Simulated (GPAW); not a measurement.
# linear Co chain, spacing 2.576 A: from the magnetic state to anisotropy

Wanted: anisotropy for linear Co chain, spacing 2.576 A, with the cost of each step.

Main program and level: GPAW 26.7.0; LDA; plane waves with GPAW's PAW setups, scalar-relativistic.

## 1. The starting structure

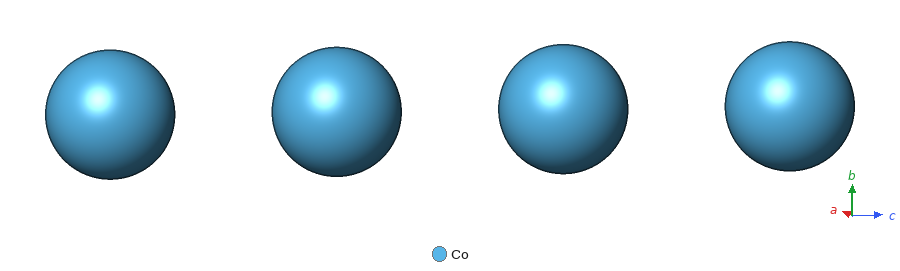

Start, viewed from the side, with the c axis across the page; cobalt blue. 1×1×3 cells are drawn. Some periodic images of atoms are drawn too.

The cell holds 1 atom: 1 Co. Its edges and angles: a = 12.000 Å, b = 12.000 Å, c = 2.576 Å, α = 90.0°, β = 90.0°, γ = 90.0°. model lattice. Vacuum lies along a and b. The structure's axis is c.

## 2. Self-consistent state

All later steps read the density of this run.

File order1.py:

```python
import json
import numpy as np
from ase import Atoms
from ase.parallel import paropen, parprint
from gpaw import GPAW

atoms = Atoms(['Co'],
    cell=[[12.0, 0.0, 0.0],
         [0.0, 12.0, 0.0],
         [0.0, 0.0, 2.576]],
    scaled_positions=[[0.5, 0.5, 0.0]],
    pbc=True,
    magmoms=[2.0])
atoms.calc = GPAW(mode={'name': 'pw', 'ecut': 550},
    xc='LDA',
    kpts={'size': (1, 1, 10), 'gamma': True},
    occupations={'name': 'fermi-dirac', 'width': 0.1},
    convergence={'density': 1e-05, 'energy': 1e-05},
    maxiter=200,
    symmetry={'tolerance': 1e-4},
    txt='order1.txt')
e = atoms.get_potential_energy(force_consistent=True)
res = {'free_energy': e, 'energy_sigma0': atoms.get_potential_energy(), 'fermi_energy': atoms.calc.get_fermi_level()}
res['moments'] = atoms.get_magnetic_moments().tolist()
res['total'] = atoms.get_magnetic_moment()
parprint('site moments (muB):', np.round(res['moments'], 3))
parprint(f"total moment: {res['total']:.3f} muB")
parprint(f'free energy: {e:.6f} eV')
atoms.calc.write('order1.gpw')
with paropen('results.json', 'w') as f:
    json.dump(res, f)
```

The run is started by

```bash
$ OMP_NUM_THREADS=1 python3 order1.py > order1.log
```

The program printed:

```text
site moments (muB): [2.165]
total moment: 2.395 muB
free energy: -4.941641 eV

--- order1.txt ---
Input parameters:
  mode=PW(ecut=550),
  convergence={'density': 1e-05, 'energy': 1e-05},
  kpts=MonkhorstPack(size=(1, 1, 10), gamma=True),
  maxiter=200,
  occupations=Occupations(name='fermi-dirac', width=0.1),
  symmetry=Symmetry(tolerance=0.0001),
  xc=XC(name='LDA')

Diagonalizing LCAO Hamiltonian
Converting LCAO to pw mode
        .----------------------------.
       /|                            |
      / |                            |
     /  .----------------------------.
    /  /                            /
   /  /                            /
  /  /                            /
 *  /              Co            /
 | /                            /
 |/                            /
 *----------------------------*

Atoms  # Å, Bohr magnetons
|   | symbol |        x |        y |        z |    initial magnetic moments |
|---|--------|----------|----------|----------|-----------------------------|
| 0 |     Co | 6.000000 | 6.000000 | 0.000000 | ( 0.0000,  0.0000,  2.0000) |

Unit cell  # Å
| periodic |         x |         y |        z |   lengths |    angles |
|----------|-----------|-----------|----------|-----------|-----------|
|      yes | 12.000000 |  0.000000 | 0.000000 | 12.000000 | 90.000000 |
|      yes |  0.000000 | 12.000000 | 0.000000 | 12.000000 | 90.000000 |
|      yes |  0.000000 |  0.000000 | 2.576000 |  2.576000 | 90.000000 |

Number of symmetries: 16

BZ-sampling:
  Number of BZ points: 10
  Number of IBZ points: 6

  Monkhorst-Pack size: [1, 1, 10]
  Monkhorst-Pack shift: [0.0, 0.0, 0.05]

Plane wave coefficients: 10930
Cutoff: 550.0 eV

Spin-components: 2 (collinear spins)
Bands:           9
Projectors:      6
Spin-degeneracy: 1
Datatype:        complex128

Parallelization:
  kpt:    1
  domain: 1
  band:   1

Density:
  Valence electrons: 9.0
  Components: 2
  Grid points: [70 70 14]
  Charge: 0.0  # |e|

Potential:
  Grid points: [70 70 14]

[... setups left out ...]
Reference energy: -37838.266704  # eV

eigensolver:
  PPCG
  Converge bands: occupied
  niter=2

density mixing:
  MSR1-Mixer
  Pratt-step length: 0.05
  Maximum mixing coefficient: 0.75
  Old densities: 10
  SVD Regularization: 0.005
  Good broyden scale: 1.0
  Trust region scale: 1.0
  Backstep threshold: 4.0
  History deletion threshold: 6.0
  Fourier metric: weight=20.0, sigma=0.015

occupation numbers:
  Fermi-Dirac:
    width: 0.1000  # eV

poisson solver:
  ecut: 4400.0  # eV

xc functional:
  name: None

convergence criteria:
- Maximum integral of absolute [dens]ity change: 1e-05 electrons / valence electron
- Maximum [total energy] change in last 3 cyles: 1e-05 eV / valence electron
- Maximum integral of absolute [eigenst]ate change: 4e-08 eV^2 / valence electron
maximum number of iterations: 200

SCF iterations
|iter     |      energy | eigst |  dens |  magmom |
|---------|-------------|-------|-------|---------|
|iter:   1|       0s |   -5.847531 | -0.02 |       |  +2.0028|
|iter:   2|       1s |   -5.253296 | -0.78 | -0.60 |  +1.9910|
|iter:   3|       2s |   -4.850268 | -0.59 | -0.81 |  +2.0181|
|iter:   4|       3s |   -4.842224 | -2.11 | -1.07 |  +2.0889|
|iter:   5|       4s |   -4.844104 | -2.24 | -1.20 |  +2.2395|
|iter:   6|       5s |   -4.850740 | -2.86 | -1.52 |  +2.3477|
|iter:   7|       6s |   -4.852716 | -3.32 | -1.94 |  +2.3998|
|iter:   8|       7s |   -4.852811 | -3.85 | -2.32 |  +2.3984|
|iter:   9|       8s |   -4.852774 | -5.01 | -2.79 |  +2.3961|
|iter:  10|       9s |   -4.852710 | -5.14 | -3.06 |  +2.3943|
|iter:  11|      10s |   -4.852703c| -6.39 | -3.81 |  +2.3947|
|iter:  12|      12s |   -4.852701c| -7.22 | -4.10 |  +2.3951|
|iter:  13|      12s |   -4.852703c| -7.58c| -4.88 |  +2.3951|
|iter:  14|      13s |   -4.852702c| -7.65c| -5.06c|  +2.3951|

Converged in 14 steps
Energy contributions relative to reference atoms: (reference = -37838.266704)

Energy contributions:
  Kinetic:          11.529808
  Coulomb:          -9.566104
  Zero:             -0.075788
  External:          0.000000
  Xc:               -6.651678
  Entropy:          -0.177878
  Spinorbit:         0.000000
  ----------------------------
  Free energy:      -4.941641
  Extrapolated:     -4.852702

dipole moment: (-0.000005, -0.000005, -6.901573)  # |e|*Ang

Total magnetic moment: (0.000000, 0.000000, 2.395129)

Local magnetic moments
|        x |        y |        z |
|----------|----------|----------|
| 0.000000 | 0.000000 | 2.164826 |  # Co   0

Fermi level: -4.348
Eigenvalues  # (at kpt = [0.000, 0.000, 0.000])
| band index |      eig [eV] | occ [0-1] |      eig [eV] | occ [0-1] |
|------------|---------------|-----------|---------------|-----------|
|          0 |        -7.927 |     1.000 |        -6.975 |     1.000 |
|          1 |        -6.551 |     1.000 |        -4.794 |     0.989 |
|          2 |        -6.551 |     1.000 |        -4.514 |     0.840 |
|          3 |        -6.178 |     1.000 |        -4.513 |     0.840 |
|          4 |        -5.777 |     1.000 |        -3.660 |     0.001 |
|          5 |        -5.777 |     1.000 |        -3.660 |     0.001 |
|          6 |        -2.114 |     0.000 |        -1.864 |     0.000 |
|          7 |        -2.114 |     0.000 |        -1.864 |     0.000 |
|          8 |         0.167 |     0.000 |         0.175 |     0.000 |

No gap
No difference between direct/indirect transitions
```

The job ended after 16 s (1 MPI rank of Intel Xeon Platinum 8488C (Sapphire Rapids), shared host; peak memory 0.3 GiB).

Spin moment in the augmentation sphere by atom:

| atom | spin moment in the augmentation sphere (μB) |
| --- | --- |
| Co1 | 2.16 |

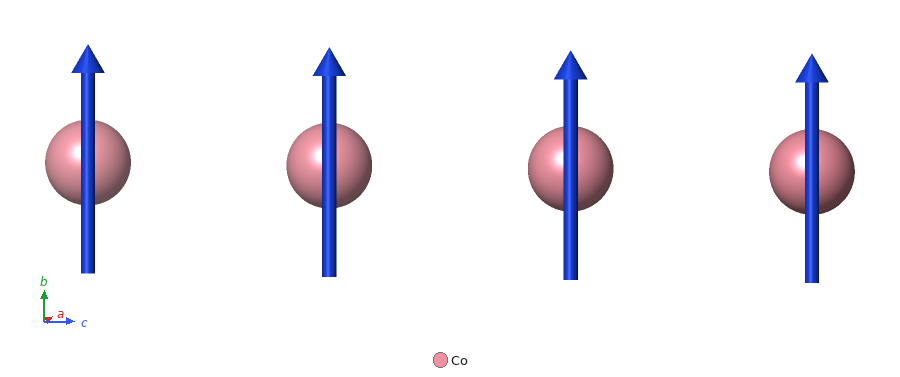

Spin moment in the augmentation sphere as arrows, the longest 2.16 μB. Up and down stand for the sign. Arrows give size and sign along the axis of quantisation, drawn up and down the page. 1×1×3 cells are drawn. Some periodic images of atoms are drawn too.

Numbers from this step:

| Quantity | Value |
| --- | --- |
| magnetization | 2.395 μB |
| final state | ferromagnetic |

After 14 cycles the largest moment stands at 2.16 μB.

## 3. Non-self-consistent run

The steps that follow sum over empty states, which the ground-state run does not converge; 11 states a spin are converged here at the frozen density and written with their wave functions.

It starts from the saved density of the lowest of the states tried.

File nscf.py:

```python
from gpaw import GPAW

calc = GPAW('order1.gpw').fixed_density(
    kpts={'size': (1, 1, 16), 'gamma': True},
    nbands=15,
    convergence={'bands': 11, 'eigenstates': 1e-9},
    eigensolver='ppcg',
    parallel={'domain': 1},
    txt='nscf.txt')
calc.write('nscf.gpw', mode='all')
```

The run is started by

```bash
$ OMP_NUM_THREADS=1 python3 nscf.py > nscf.log
```

The program printed:

```text
Input parameters:
  mode=PW(ecut=550),
  convergence={'bands': 11, 'eigenstates': 1e-09},
  eigensolver=PPCG(niter=2, min_niter=1, max_buffer_mem=209715200, blocksize=None, rr_modulo=5, include_cg=True, promote_inner_dtype=False, tolerances=None),
  gpts=array([70, 70, 14]),
  kpts=MonkhorstPack(size=(1, 1, 16), gamma=True),
  maxiter=200,
  nbands=15,
  occupations=Occupations(name='fermi-dirac', width=0.1),
  parallel={'domain': 1},
  symmetry=Symmetry(tolerance=0.0001),
  xc=XC(name='LDA')
```

The job ended after 34 s (1 MPI rank; peak memory 0.36 GiB).

## 4. Easy axis by the force theorem

Spin–orbit coupling is added in the basis of the saved states for each direction of the moments. The change in the band energy is the anisotropy energy, with no new self-consistent run.

File anisotropy.py:

```python
import json
import numpy as np
from ase.parallel import paropen, parprint
from gpaw import GPAW
from gpaw.spinorbit import soc_eigenstates

calc = GPAW('nscf.gpw')
angles = [[0.0, 0.0], [90.0, 0.0], [90.0, 90.0]]  # theta, phi in degrees
res = {'rows': []}
for scale in [1.0]:
    e0 = None
    for theta, phi in angles:
        soc = soc_eigenstates(calc, n2=11, scale=scale, theta=theta, phi=phi)
        e = soc.calculate_band_energy()
        e0 = e if e0 is None else e0
        orbital = soc.get_orbital_magnetic_moments()
        res['rows'].append([scale, theta, phi, 1000 * (e - e0), orbital.tolist()])
        parprint(f'scale {scale} theta {theta:6.1f} phi {phi:6.1f}  dE = {1000 * (e - e0):9.4f} meV  |L| =', np.round(np.linalg.norm(orbital, axis=1), 4))
with paropen('results.json', 'w') as f:
    json.dump(res, f)
```

The run is started by

```bash
$ OMP_NUM_THREADS=1 python3 anisotropy.py > anisotropy.log
```

The program printed:

```text
scale 1.0 theta    0.0 phi    0.0  dE =    0.0000 meV  |L| = [0.5596]
scale 1.0 theta   90.0 phi    0.0  dE =    3.7250 meV  |L| = [0.3995]
scale 1.0 theta   90.0 phi   90.0  dE =    3.7250 meV  |L| = [0.3995]
```

Elapsed: 2.1 s, on 1 MPI rank; peak memory 0.21 GiB.

Directions, in the order of the table: z (the chain axis); x; y.

Theta from the Cartesian z axis, phi from x; spin up lies along the direction. Anisotropy, by row:

| spin-orbit scale | theta (degrees) | phi (degrees) | band energy less the first direction's (meV a cell) | orbital moment of atom 1 along the direction (μB) | sum of orbital moments along the direction (μB a cell) |
| --- | --- | --- | --- | --- | --- |
| 1 | 0 | 0 | 0 | 0.5596 | 0.5596 |
| 1 | 90 | 0 | 3.725 | 0.3995 | 0.3995 |
| 1 | 90 | 90 | 3.725 | 0.3995 | 0.3995 |

## 5. Results

```yaml
state: ferromagnetic
largest_site_moment: 2.16 μB
spread_of_the_directions_energies: 3.73 meV a cell
easiest_direction_tried: z (the chain axis)
```

About the ferromagnetic state the directions differ by 3.73 meV a cell, with z (the chain axis) easiest. The anisotropy comes from the force theorem at a frozen potential; it needs a check on a finer mesh, and shape anisotropy is not in it.

[Logs and program files are shortened in this print: banners, set-up blocks, solver, clock and traceback lines can be left out without a mark of their own.]

[Logs are printed without paths, hosts, clocks, repeated set-up lines and the standing remarks that a program may print on its own settings, such as how far it seeks lower states.]

[Hosts, paths, dates, database ids (printed as entryN), source tags and the programs' standing remarks are cut or masked in the printed files.]

[Where a cell is said to come from a database of computed structures, the database is the Materials Project.]
